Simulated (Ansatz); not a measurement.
**From SnO2 to PbO2**

System: SnO2 (Pnnm, 6 atoms in the cell).
Method of run A: DFT LDA, scalar-relativistic, plane waves, PAW, no spin polarisation (Ansatz 0.2.0).
System of run B: PbO2 (6 atoms in the cell).

On run A: The structure derives from a Materials Project entry. On run B: The structure was made by swapping elements on the sites of another compound; it need not be a known phase. It belongs to a series of runs on one base structure; here: Sn -> Pb on all its sites, cell and atoms relaxed. Text and figures count atoms from 1; the logs count them from 0 in places.

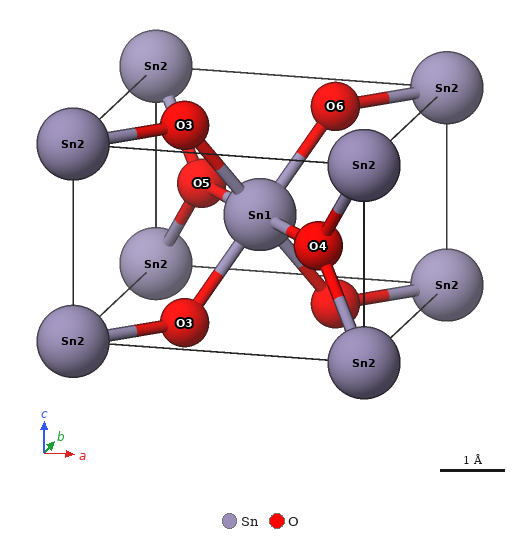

Figure 1. The structure as given in the input (ball-and-stick view of the cell of the calculation, seen slightly off an axis; atoms are numbered from 1 in the order of the input). An atom can appear more than once, as a periodic image. Near neighbours in the periodic cell (some may lie outside the picture): Sn has 6 O at 2.09 to 2.10 Å; O has 3 Sn at 2.09 to 2.10 Å.

### Input file, run A
```yaml
crystal:
  lattice:
    - [4.788004, 0.0, 0.0]
    - [0.0, 4.866582, 0.0]
    - [0.0, 0.0, 3.240898]
  atoms:
    - { symbol: Sn, position: [0.5, 0.5, 0.5] }
    - { symbol: Sn, position: [0.0, 0.0, 0.0] }
    - { symbol: O, position: [0.291855, 0.321042, 0.0] }
    - { symbol: O, position: [0.791855, 0.178958, 0.5] }
    - { symbol: O, position: [0.208145, 0.821042, 0.5] }
    - { symbol: O, position: [0.708145, 0.678958, 0.0] }
basis:
  ecutwfc: 420
kpoints:
  mp_grid: { grid: [4, 4, 6] }
hamiltonian:
  xc: lda
scf:
  occupations: { method: gaussian, width: 0.1 }
output:
  forces: true
  stress: true
  eigenvalues: true
relax:
  adjacent_minimum: "off"
  f_tol: 0.05
  max_steps: 80
  cell: { stress_tol: 0.5 }
```

Launched with:
```bash
ansatz run input.yaml --threads 2 --pin off --max-ram 5120MiB --backend cpu --events-out ev --progress --plain --runs-dir out
```

Hardware: 2 threads of AMD EPYC (Zen 3), 189 GiB of memory available, shared host.

### Output, shortened to warnings, some set-up lines, iterations and results (run A)
```
Basis set: ecut = 420 eV, 1479 PW (Γ)
Symmetry: 8 space group operations
k-points: 36 of 96
Initial density: superposition of atomic densities (neutral atoms: chi_scale 0, normalization atom), corrected by the library's trained network
[...]
SCF iter   1: F=—  HF=-13980.254514 eV  |F-HF|=—  |Δ(HF+E_count)|=         —  Δρ=1.92e-2  dr2=2.39e-1  ethr=1.77e-3  ⟨swp⟩=5.7  Hψ=5009  notcnv=0
SCF iter   2: F=—  HF=-13980.187364 eV  |F-HF|=—  |Δ(HF+E_count)|=   6.72e-2  Δρ=4.95e-3  dr2=6.98e-3  ethr=4.59e-4  ⟨swp⟩=2.3  Hψ=1969  notcnv=0  defer=63
SCF iter   3: F=—  HF=-13980.184980 eV  |F-HF|=—  |Δ(HF+E_count)|=   2.38e-3  Δρ=2.15e-3  dr2=1.91e-3  ethr=1.34e-5  ⟨swp⟩=2.9  Hψ=2045  notcnv=0  defer=63
SCF iter   4: F=—  HF=-13980.184360 eV  |F-HF|=—  |Δ(HF+E_count)|=   6.20e-4  Δρ=3.74e-4  dr2=8.59e-5  ethr=3.68e-6  ⟨swp⟩=2.0  Hψ=1878  notcnv=0  defer=63
SCF iter   5: F=—  HF=-13980.184358 eV  |F-HF|=—  |Δ(HF+E_count)|=   1.99e-6  Δρ=8.12e-5  dr2=4.20e-6  ethr=1.65e-7  ⟨swp⟩=1.8  Hψ=1392  notcnv=0  defer=63
[... 37 lines ...]
SCF iter   3: F=—  HF=-13980.361020 eV  |F-HF|=—  |Δ(HF+E_count)|=   1.04e-6  Δρ=8.05e-5  dr2=6.72e-7  ethr=1.54e-8  ⟨swp⟩=1.8  Hψ=1365  notcnv=0
SCF iter   4: F=—  HF=-13980.361022 eV  |F-HF|=—  |Δ(HF+E_count)|=   2.00e-6  Δρ=3.36e-6  dr2=5.30e-9  ethr=1.15e-11  ⟨swp⟩=4.9  Hψ=5665  notcnv=0
SCF iter   5: F=-13980.361022 eV  HF=-13980.361022 eV  |F-HF|=9.09e-12  |Δ(HF+E_count)|=  2.64e-10  Δρ=6.63e-7  dr2=3.12e-10  ethr=1.02e-11  ⟨swp⟩=2.8  Hψ=4008  notcnv=0
SCF 6 converged in 5 iterations: F = -13980.361022 eV  dr2 = 3.12e-10
relax step   6: F+E_penalty+E_count = -13980.36102176 eV  Δ(F+E_penalty+E_count) = +2.259e-2 eV  max|allowed force component| = 1.623e-3 eV/Å  Δτ_max = 0.0000 Å  P = -0.443 …
basis re-selected at this cell: Δ(F+E_penalty+E_count) = +2.259e-2 eV, ΔP = -0.476 GPa vs the last step (what re-selecting the basis moved, of the pressure what is left beyond the Pulay correction that the steps carried, after the strain that the cell walked since its last selection, with what the …
SCF converged after 5 iterations
Free energy (F): -13980.361022 eV
Harris-Foulkes:  -13980.361022 eV  (|F-HF|=9.09e-12)
Internal energy: -13980.361022 eV  (E = F + TS)
E sigma→0 (E₀):  -13980.361022 eV
Fermi energy:    9.783361 eV
--- Per-component energies (eV) ---
  E_band       = -128.794355
  E_kinetic    = 1081.355228
  E_local      = -2855.139800  (includes V_loc(G=0)·N_el)
  E_nonlocal   = 151.023980
  E_hartree    = 1476.578415
  E_xc         = -1042.010449
  E_vxc        = -564.442287  (∫ρ·V_xc dr)
  E_paw        = -8602.730827  (= ΣΔE_a)
  E_vpaw       = -894.758023  (= ΣTr[D̂ρ^β])
  E_aug_tail   = 0.010194  (compensation charges beyond the density's cutoff)
  E_ewald      = -4190.685245
  E_core_change = 1.237482  (= ΣΔE_core)
  E_smearing   = -0.000000  (= −TS)
  E_closure    = -0.000000  (closes the sum)
  Σ components = -13980.361022   (vs F -13980.361022, Δ=0.00e0)
--- Forces (eV/Å), atoms counted from 1 ---
  atom   1  Sn     0.00000000     0.00000000     0.00000000
  atom   2  Sn     0.00000000     0.00000000     0.00000000
  atom   3  O      0.00162270    -0.00092202     0.00000000
  atom   4  O      0.00162270     0.00092202     0.00000000
  atom   5  O     -0.00162270    -0.00092202     0.00000000
  atom   6  O     -0.00162270     0.00092202     0.00000000
  max |Σ_I F_I| component: 0.00e0 eV/Å
--- Stress (GPa, compression-positive) ---
       -0.403970       0.000000       0.000000
        0.000000      -0.486849       0.000000
        0.000000       0.000000      -0.438896
  P = ⅓ Tr σ = -0.4432 GPa (-4.432 kbar)
--- Relaxed structure (5 steps of the walk, 5 accepted, 1 SCFs on fresh bases) ---
  F+E_penalty+E_count = -13980.36102176 eV   max|allowed force component| = 1.623e-3 eV/Å   (the final SCF, on the basis selected at the relaxed cell)
  cell:  # Å, volume = 71.2971 Å³
[...]
```

The input of run B differs as follows (lines with − go, lines with + come):
```diff
-    - [4.788004, 0.0, 0.0]
-    - [0.0, 4.866582, 0.0]
-    - [0.0, 0.0, 3.240898]
+    - [4.7975317667, 0.0, 0.0]
+    - [0.0, 4.8005548213, 0.0]
+    - [0.0, 0.0, 3.2415461562]
-    - { symbol: Sn, position: [0.5, 0.5, 0.5] }
-    - { symbol: Sn, position: [0.0, 0.0, 0.0] }
-    - { symbol: O, position: [0.291855, 0.321042, 0.0] }
-    - { symbol: O, position: [0.791855, 0.178958, 0.5] }
-    - { symbol: O, position: [0.208145, 0.821042, 0.5] }
-    - { symbol: O, position: [0.708145, 0.678958, 0.0] }
+    - { symbol: Pb, position: [0.5, 0.5, 0.5] }
+    - { symbol: Pb, position: [0.0, 0.0, 0.0] }
+    - { symbol: O, position: [0.305566969, 0.306572119, 0.0] }
+    - { symbol: O, position: [0.805566969, 0.193427881, 0.5] }
+    - { symbol: O, position: [0.194433031, 0.806572119, 0.5] }
+    - { symbol: O, position: [0.694433031, 0.693427881, 0.0] }
-  max_steps: 80
+  max_steps: 60
```

How does run B compare with run A?

The total energies belong to different systems, so their difference says nothing on which is more stable or more accurate. The gap on the mesh goes from 1.14 to 0.19 eV. The pressure goes from −0.44 to 0.11 GPa. The volume per atom goes from 11.88 to 13.76 Å³. The SCF takes 33 iterations over all geometry steps against 35.

### Output, shortened to warnings, some set-up lines, iterations and results (run B)
```
Basis set: ecut = 420 eV, 1463 PW (Γ)
Symmetry: 8 space group operations
k-points: 36 of 96
Initial density: superposition of atomic densities (neutral atoms: chi_scale 0, normalization atom), corrected by the library's trained network
[...]
SCF iter   1: F=—  HF=-25420.332881 eV  |F-HF|=—  |Δ(HF+E_count)|=         —  Δρ=1.86e-2  dr2=2.22e-1  ethr=1.77e-3  ⟨swp⟩=7.3  Hψ=5755  notcnv=0  defer=1
SCF iter   2: F=—  HF=-25420.268529 eV  |F-HF|=—  |Δ(HF+E_count)|=   6.44e-2  Δρ=5.05e-3  dr2=9.32e-3  ethr=4.28e-4  ⟨swp⟩=2.8  Hψ=2252  notcnv=0  defer=62
SCF iter   3: F=—  HF=-25420.265389 eV  |F-HF|=—  |Δ(HF+E_count)|=   3.14e-3  Δρ=2.22e-3  dr2=2.66e-3  ethr=1.79e-5  ⟨swp⟩=3.1  Hψ=2222  notcnv=0  defer=62
SCF iter   4: F=—  HF=-25420.264564 eV  |F-HF|=—  |Δ(HF+E_count)|=   8.25e-4  Δρ=4.78e-4  dr2=1.06e-4  ethr=5.12e-6  ⟨swp⟩=2.5  Hψ=1974  notcnv=0  defer=62
SCF iter   5: F=—  HF=-25420.264569 eV  |F-HF|=—  |Δ(HF+E_count)|=   5.17e-6  Δρ=1.15e-4  dr2=7.32e-6  ethr=2.03e-7  ⟨swp⟩=2.5  Hψ=1911  notcnv=0  defer=62
[... 35 lines ...]
SCF iter   2: F=—  HF=-25420.757327 eV  |F-HF|=—  |Δ(HF+E_count)|=   9.13e-7  Δρ=3.08e-5  dr2=2.62e-7  ethr=1.58e-9  ⟨swp⟩=2.1  Hψ=1654  notcnv=0
SCF iter   3: F=—  HF=-25420.757328 eV  |F-HF|=—  |Δ(HF+E_count)|=   2.89e-7  Δρ=1.16e-5  dr2=5.64e-8  ethr=5.04e-10  ⟨swp⟩=1.9  Hψ=1507  notcnv=0
SCF iter   4: F=-25420.757328 eV  HF=-25420.757328 eV  |F-HF|=1.21e-9  |Δ(HF+E_count)|=   1.79e-8  Δρ=2.26e-6  dr2=2.65e-9  ethr=1.15e-11  ⟨swp⟩=6.4  Hψ=6316  notcnv=0
SCF 6 converged in 4 iterations: F = -25420.757328 eV  dr2 = 2.65e-9
relax step   6: F+E_penalty+E_count = -25420.75732780 eV  Δ(F+E_penalty+E_count) = -1.635e-3 eV  max|allowed force component| = 7.468e-3 eV/Å  Δτ_max = 0.0000 Å  P = +0.110 …
basis re-selected at this cell: Δ(F+E_penalty+E_count) = -1.635e-3 eV, ΔP = +0.010 GPa vs the last step (what re-selecting the basis moved, of the pressure what is left beyond the Pulay correction that the steps carried, after the strain that the cell walked since its last selection, with what the …
SCF converged after 4 iterations
Free energy (F): -25420.757328 eV
Harris-Foulkes:  -25420.757328 eV  (|F-HF|=1.21e-9)
Internal energy: -25420.756375 eV  (E = F + TS)
E sigma→0 (E₀):  -25420.756852 eV
Entropy (-TS):   -0.000952 eV (-0.159 meV/atom)
Fermi energy:    7.962587 eV
--- Per-component energies (eV) ---
  E_band       = -82.752589
  E_kinetic    = 1280.541837
  E_local      = -3382.520968  (includes V_loc(G=0)·N_el)
  E_nonlocal   = 919.539624
  E_hartree    = 1293.727443
  E_xc         = -718.469287
  E_vxc        = -628.892356  (∫ρ·V_xc dr)
  E_paw        = -20818.060595  (= ΣΔE_a)
  E_vpaw       = -858.887776  (= ΣTr[D̂ρ^β])
  E_aug_tail   = 0.009866  (compensation charges beyond the density's cutoff)
  E_ewald      = -3995.756554
  E_core_change = 0.232259  (= ΣΔE_core)
  E_smearing   = -0.000952  (= −TS)
  E_closure    = 0.000000  (closes the sum)
  Σ components = -25420.757328   (vs F -25420.757328, Δ=0.00e0)
--- Forces (eV/Å), atoms counted from 1 ---
  atom   1  Pb    -0.00000000    -0.00000000     0.00000000
  atom   2  Pb    -0.00000000     0.00000000    -0.00000000
  atom   3  O     -0.00746804    -0.00741422    -0.00000000
  atom   4  O     -0.00746804     0.00741422     0.00000000
  atom   5  O      0.00746804    -0.00741422    -0.00000000
  atom   6  O      0.00746804     0.00741422     0.00000000
  max |Σ_I F_I| component: 8.67e-18 eV/Å
--- Stress (GPa, compression-positive) ---
        0.064772       0.000000       0.000000
        0.000000       0.058190       0.000000
        0.000000       0.000000       0.206732
  P = ⅓ Tr σ = 0.1099 GPa (1.099 kbar)
--- Relaxed structure (4 steps of the walk, 4 accepted, 2 SCFs on fresh bases) ---
  F+E_penalty+E_count = -25420.75732780 eV   max|allowed force component| = 7.468e-3 eV/Å   (the final SCF, on the basis selected at the relaxed cell)
  cell:  # Å, volume = 82.5662 Å³
    - [4.934569815990641, 0.0, 0.0]
    - [0.0, 4.936645272712567, 0.0]
    - [0.0, 0.0, 3.3893869458292123]
  atoms:
    - { symbol: Pb, position: [0.5, 0.5, 0.5000000000000001] }
[...]
```

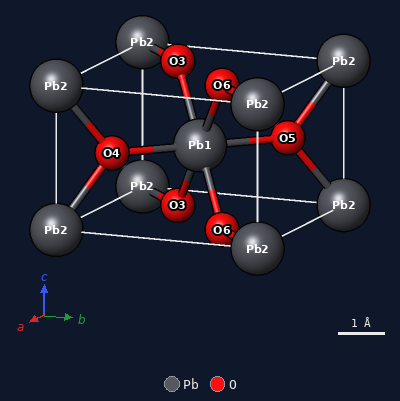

Figure 2. The input structure of run B (ball-and-stick view of the cell of the calculation, seen slightly off an axis; atoms are numbered from 1 in the order of the input). An atom can appear more than once, as a periodic image.

### The two runs side by side

```tsv
quantity	run A	run B
outcome	converged	converged
free energy per atom (eV)	−2330.0602	−4236.7929
gap on the mesh (eV)	1.14	0.19
pressure (GPa)	−0.44	0.11
volume per atom (Å³)	11.88	13.76
largest force (eV/Å)	0.002	0.011
SCF iterations	35	33
irreducible k-points	36	36
wall time (shared host)	58 s	59 s
```

For run B: Spin–orbit coupling is left out, which matters for Pb.
